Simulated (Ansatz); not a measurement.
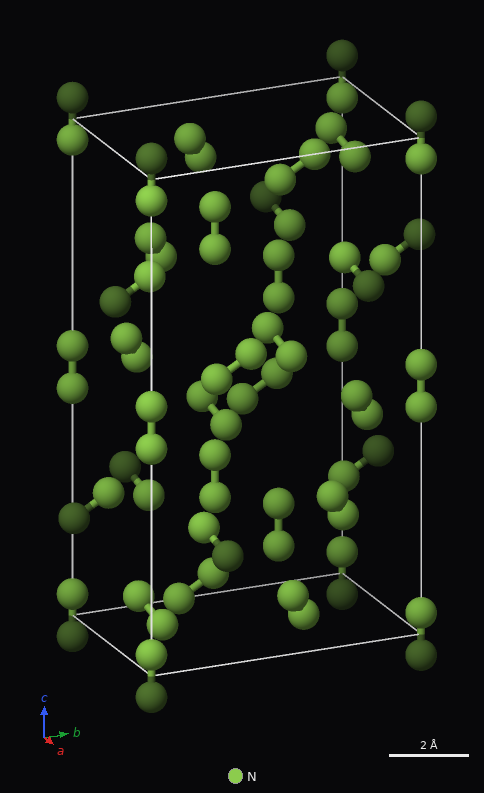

The figure gives a ball-and-stick picture of the atoms, viewed slightly off an axis. The conventional unit cell is drawn as a box. Outside the box, the atoms bonded to those within are drawn, in fainter colours.

N, space group R-3c (No. 167), a = 9.322 Å, b = 9.322 Å, c = 12.845 Å, α = 90.00°, β = 90.00°, γ = 120.00°. The model was built from a structure listed in the Materials Project. Earlier steps of the study may have refined or changed the cell and positions. It was the input of a calculation with Ansatz.

This one geometry was computed with Ansatz (DFT, plane waves, PAW) at four levels of theory: PBE0, HSE06, r2SCAN and PBE.

**Which level gives the highest pressure at this volume, and what does that say about its equilibrium volume?**

Highest: PBE (2.7 GPa), which points to the largest equilibrium volume. Lowest, with the smallest volume: PBE0 (-0.3 GPa) and HSE06 (-0.2 GPa). Levels within 0.5 GPa of each other can't be told apart.

**How does the band gap change with the level of theory?**

PBE: a gap of 7.29 eV, indirect; r2SCAN: a gap of 7.95 eV, indirect; HSE06: a gap of 9.62 eV, indirect; PBE0: a gap of 10.43 eV, indirect.

**Collect the results in a table.**

| level | cutoff (eV) | k-mesh of the run's cell | gap (eV) | pressure (GPa) |
| --- | --- | --- | --- | --- |
| PBE0 | 420 | 2×2×2 | 10.43 | -0.3 |
| HSE06 | 420 | 2×2×2 | 9.62 | -0.2 |
| r2SCAN | 500 | 4×4×4 | 7.95 | 0.3 |
| PBE | 420 | 4×4×4 | 7.29 | 2.7 |

Gaps are taken on the k-mesh or band path of each run.
